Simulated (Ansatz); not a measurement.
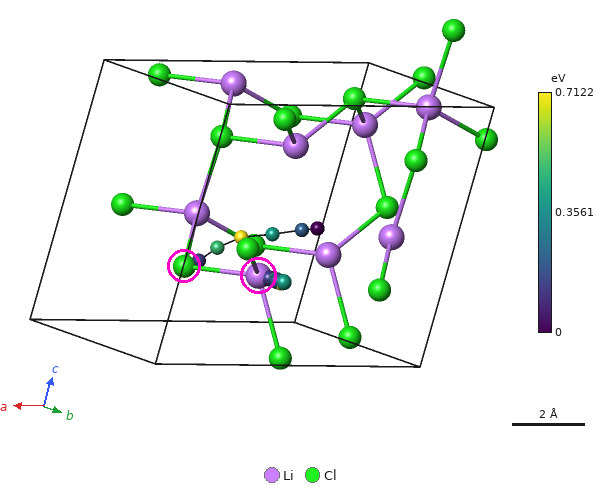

A nudged-elastic-band calculation for a defect cell of composition Li$_{8}$Cl$_{7}$ with a Cl vacancy (15 atoms in the cell). Images are numbered from 0 (start) to 6 (end). The start is drawn whole; smaller spheres mark the moving atoms (Li, Cl) in the later images, joined by lines and coloured by the energy of the image relative to the start. A ball-and-stick model of the reduced simulation cell (origin moved), seen from a free direction. The atoms that move most are ringed. Lengths and directions refer to the drawn axes. Bonds to atoms that aren't drawn are left out.

Theory: DFT PBE, scalar-relativistic, plane waves, PAW in Ansatz 0.2.0. Run with plane-wave cutoff 420 eV; k-point mesh 4 × 4 × 4; Gaussian smearing 0.05 eV; 5 movable images; climbing image; force threshold 0.05 eV/Å; iteration limit 60.

What moves, how far, and at what cost in energy?

Answer. A Cl atom travels furthest, 3.87 Å from end to end, roughly along [−3 0 1], on a path that bends up to 0.35 Å away from the straight line. At the highest image its nearest neighbour (Li) is 2.29 Å away, against 2.38 Å at the start, and the surrounding atoms stand up to 0.77 Å off the mean of their end positions. The barrier is about 0.71 eV in both directions, with image 3 at the top; the ends have the same energy. The band converged in 13 iterations. The largest component of the band force went from 16 to 0.015 eV/Å. The climbing image converged on the top of the path. Its curvatures weren't checked.

Limits of the set-up: the cell has an odd number of electrons but was run without spin polarisation; the periodic images lie only 7.4 Å apart, so the values are limited by the cell's size.

The run took about 29 core-minutes on a shared host.
